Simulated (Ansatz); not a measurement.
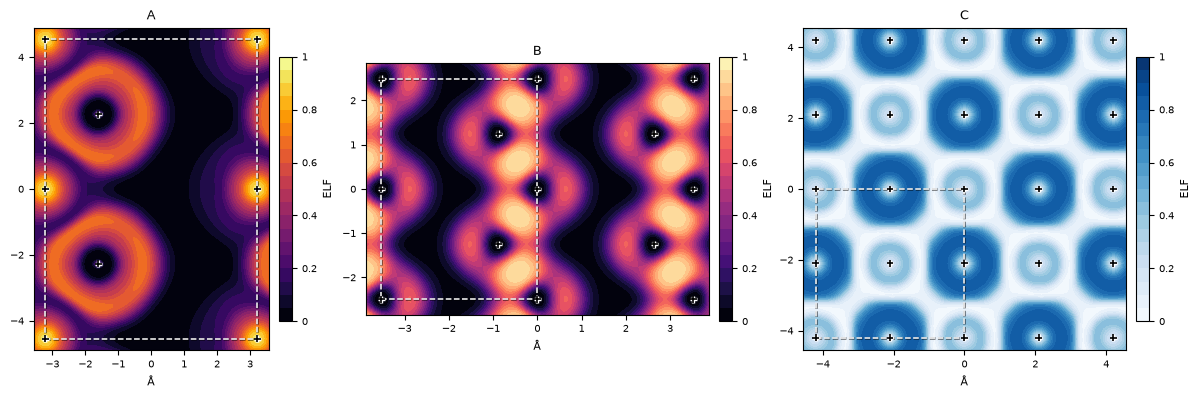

The ELF of 3 systems, each on a plane through atoms (crosses mark nuclei in the plane).

Computed with DFT, r2SCAN, plane waves, PAW in Ansatz.

System 1: MgO, the (100) plane of the conventional cell. Space group Fm-3m; started from the rocksalt prototype, which need not be the ambient phase.

```xyz
8
Lattice="4.2043 0.0000 0.0000 0.0000 4.2043 0.0000 0.0000 0.0000 4.2043" Properties=species:S:1:pos:R:3 pbc="T T T"
Mg    0.0000    0.0000    0.0000
Mg    2.1022    2.1022    0.0000
Mg    2.1022    0.0000    2.1022
Mg    0.0000    2.1022    2.1022
O     2.1022    0.0000    0.0000
O     0.0000    2.1022    0.0000
O     0.0000    0.0000    2.1022
O     2.1022    2.1022    2.1022
```

System 2: CdTe, the (101) plane of the conventional cell. Space group F-43m; started from the zincblende prototype, which need not be the ambient phase; changed on purpose from its base cell (hydrostatic strain -2.0%); computed pressure about 3 GPa in this cell.

System 3: C, the (101) plane of the conventional cell. Space group Fd-3m; started from the diamond prototype, which need not be the ambient phase; changed on purpose from its base cell (hydrostatic strain -1.0%); computed pressure about 14 GPa in this cell.

```
C
1.0
     3.52465    0.00000    0.00000
     0.00000    3.52465    0.00000
     0.00000    0.00000    3.52465
C
8
Direct
  0.50000 0.00000 0.00000
  0.00000 0.50000 0.00000
  0.00000 0.00000 0.50000
  0.50000 0.50000 0.50000
  0.75000 0.25000 0.25000
  0.25000 0.75000 0.25000
  0.25000 0.25000 0.75000
  0.75000 0.75000 0.75000
```

Which map belongs to which system?

Answer. Panel A is system 2, CdTe: the plane holds Cd and Te. Cd–Te (2.78 Å): the ELF is about 0.50 at the midpoint and 0.15 at its lowest between the atoms. Panel B is system 3, C: the plane holds C. C–C (1.53 Å): the ELF peaks at about 0.95 between the atoms (a shared electron pair). Panel C is system 1, MgO: the plane holds Mg and O. Mg–O (2.10 Å): the ELF peaks at about 0.85 in the valence shell of O, 0.6 Å from its nucleus, and is about 0.35 at the midpoint (a largely ionic contact).
